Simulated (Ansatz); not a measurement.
# Run report: W, geometry relaxation

W (slab, 4 atoms in the cell), set up with DFT, PBE, plane waves, PAW, PAW set soft_1 (Ansatz 0.2.0).

The structure derives from an entry of the Crystallography Open Database. The input holds or restrains some coordinates. Forces given for the steps count only the free coordinates.

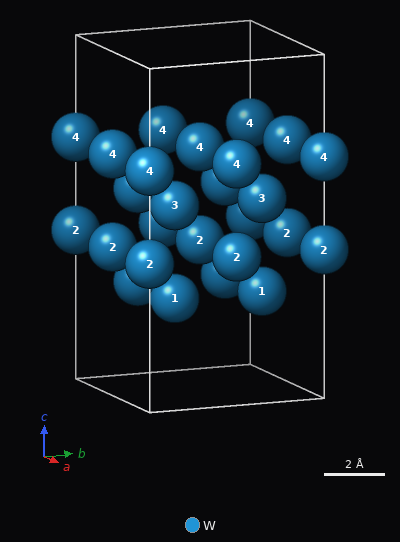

**Figure 1.** The structure as given in the input (spheres-only view of the 2 × 2 repeat of the cell, with the vacuum cut short, seen slightly off an axis; atoms are numbered from 1 in the order of the input). An atom can appear more than once, as a periodic image.

The input:
```yaml
crystal:
  lattice:
    - [3.1836991704, 0.0, 0.0]
    - [0.0, 3.1836991704, 0.0]
    - [0.0, 0.0, 18.7755487556]
  atoms:
    - { symbol: W, position: [0.5, 0.5, 0.3728253214] }
    - { symbol: W, position: [0.0, 0.0, 0.4576084405] }
    - { symbol: W, position: [0.5, 0.5, 0.5423915595] }
    - { symbol: W, position: [0.0, 0.0, 0.6271746786] }
basis:
  ecutwfc: 420
kpoints:
  mp_grid: { grid: [9, 9, 1] }
hamiltonian:
  xc: pbe
  pseudopotentials: { kind: paw, azcp: { folder: soft_1 } }
scf:
  occupations: { method: fermi_dirac, width: 0.3 }
  n_extra_bands: 0
  max_iter: 50
output:
  forces: true
  eigenvalues: true
relax:
  adjacent_minimum: "off"
  f_tol: 0.03
  max_steps: 50
  constraints: [{ sites: [0, 1] }]
efield:
  axis: 3
  dipole_correction: true
  ramp_width: 0.04
```

Run on 8 threads of Arm Neoverse N1, 98 GiB of memory available, shared host.

Run as:
```bash
ansatz run input.yaml --threads 8 --pin off --max-ram 22528MiB --backend cpu --events-out ev --progress --plain --runs-dir out
```

Log:
```
Error: inconsistent input (scf.n_extra_bands, scf.occupations.method): n_bands = 28 leaves no empty band above the 28 bands per channel that the deck's 56 electrons occupy, and the occupations search for the Fermi level (a smearing at a finite width, or tetrahedra): a level found among occupied bands alone can fill a metal as an insulator; raise scf.n_extra_bands until at least 29 bands are solved (omitted, it auto-derives to 39) (see scf.n_extra_bands in the input reference)
```

Outcome:

```json
{"quantity": "outcome", "value": "refused by the program"}
```

This input holds a deliberate fault: too few bands (`scf.n_extra_bands` and `scf.occupations`). Smearing needs empty bands above the Fermi level. The program refused the input: “inconsistent input (scf.n_extra_bands, scf.occupations.method): n_bands = 28 leaves no empty band above the 28 bands per channel that the deck's 56 electrons occupy, and the occupations search for the Fermi level (a smearing at a finite width, or tetrahedra): a level found among occupied bands alone can fill a metal as an insulator …”
